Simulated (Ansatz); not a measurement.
Geometry optimisation.

Program: Ansatz.

```
crystal:
  lattice:
    - [3.54, 0.0, 0.0]
    - [-1.77, 3.0657299294, 0.0]
    - [0.0, 0.0, 5.5578]
  atoms:
    - { symbol: Tm, position: [0.3333333333, 0.6666666667, 0.75], spin: 2.0 }
    - { symbol: Tm, position: [0.6666666667, 0.3333333333, 0.25], spin: 2.0 }
basis:
  ecutwfc: 420
  ecutrho_ratio: 4
kpoints:
  mp_grid: { grid: [14, 14, 8] }
hamiltonian:
  xc: pbe
scf:
  occupations: { method: gaussian, width: 0.05 }
output:
  forces: true
  stress: true
  eigenvalues: true
  populations: true
magnetization:
  spin_polarized: true
relax:
  f_tol: 0.01
  max_steps: 60
  cell: { stress_tol: 0.04 }
```

How does the optimisation go?

The optimisation met its thresholds at geometry 4, counting the start as the first. The energy fell by about 46 meV/atom from the first step to the last. All forces vanish by symmetry, so only the cell moves. The volume grows from 30.2 to 34.7 Å³ per atom (+15 %), as the pressure goes from 3.4 GPa to about 0 GPa.

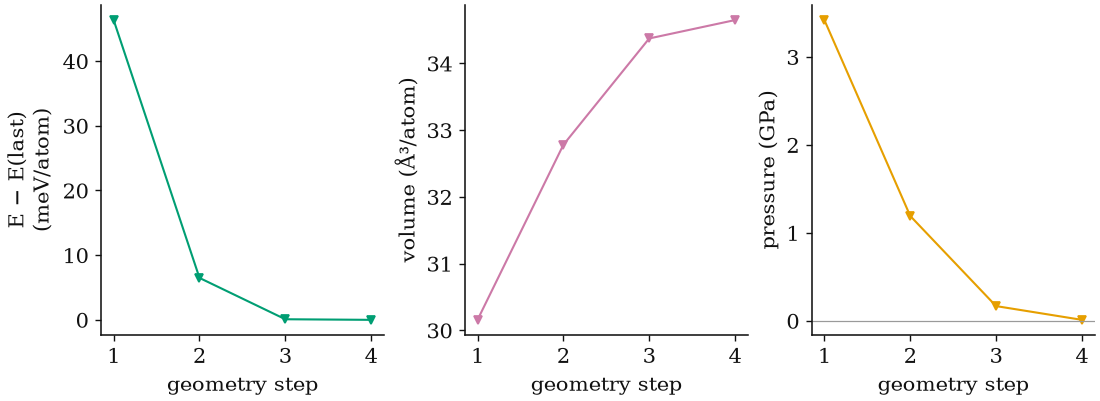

History of the run, step by step. Atoms and cell relax. A closing SCF on a freshly chosen basis isn't drawn.

The electronic state followed here needn't be the lowest one.
